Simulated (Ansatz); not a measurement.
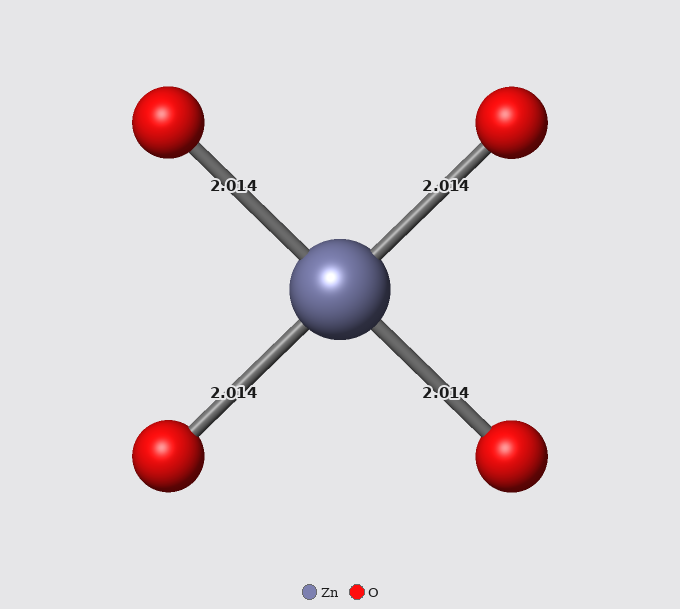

The surroundings of site Zn1 (at 0.000, 0.000, 0.500) in ZnO in space group P4/mmm, with bond lengths in Å.

The cell is taken from the geometry relaxed with DFT PBE, scalar-relativistic, plane waves, PAW (Ansatz 0.2.0); the starting structure was generated, so it need not be a known form of this composition.

```
Zn O
1.0
     2.84849    0.00000    0.00000
     0.00000    2.84849    0.00000
     0.00000    0.00000    4.75141
Zn O
1 1
Direct
  0.00000 0.00000 0.50000
  0.50000 0.50000 0.50000
```

Bond valence s = exp((R0 − d)/b), R0 fitted to published crystal structures with b = 0.37 Å; R0 in Å: Zn2+–O 1.689.

Question: Calculate the bond-valence sum of Zn1 from the bonds drawn.

Answer: 4 × 0.415 = 1.66 v.u., against a formal valence of 2: underbonded (bonds long for this ion) by 0.34.

Question: And over the whole structure?

Answer:
```
site              x, y, z  formal valence  bond-valence sum  difference
 Zn1  0.000, 0.000, 0.500              +2              1.66       -0.34
  O1  0.500, 0.500, 0.500              −2              1.66       -0.34
```

These sums include all anions within 5 Å. The global instability index (root mean square of the differences over all atoms) is 0.34 v.u.: above 0.2, which by the usual rule of thumb marks a strained structure. Cells relaxed with PBE tend to have slightly long bonds, which lowers the sums.
